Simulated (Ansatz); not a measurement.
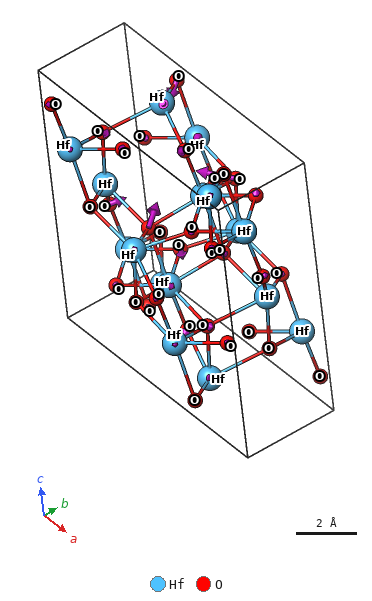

A relaxation of a defect cell of composition Hf16O31. The starting structure is drawn; purple arrows show the displacements, 20 times their true length.

The picture is a ball-and-stick view of the cell of the calculation, seen slightly off an axis.

Case: O vacancy (site e), charge +0, atoms relaxed at the host's cell.

All numbers below come from DFT PBE, scalar-relativistic, plane waves, PAW in Ansatz 0.2.0. Set-up: plane-wave cutoff 420 eV; k-point mesh 2 × 2 × 2; occupations gaussian; smearing width 0.01 eV; mesh shifted by (0.5, 0.5, 0.5); no spin polarisation; atoms relaxed in a fixed cell; force threshold 0.025 eV/Å; at most 45 steps.

**Atoms of which element are displaced furthest, and by how much?**

Oxygen: up to 0.070 Å, against 0.020 Å for hafnium.

**Describe the change and its energy.**

The largest move is that of an O atom, 0.070 Å roughly along [−3 −2 −1]. By element the largest moves are O 0.070 Å, Hf 0.020 Å. The cell doesn't change. Among the contacts that change: Hf–O 2.271 → 2.335 Å, Hf–O 2.267 → 2.206 Å, Hf–O 2.267 → 2.308 Å, Hf–O 2.267 → 2.230 Å. Bond angles that change, for instance: Hf–O–Hf 108.4° → 110.8°, O–Hf–O 115.4° → 113.3°. The energy falls by 55.9 meV per cell of the calculation in 4 accepted moves (5 points after the start). Largest force component: 0.52 eV/Å at the start, 0.017 eV/Å at the end. 1 step only repeated the SCF at the same geometry.
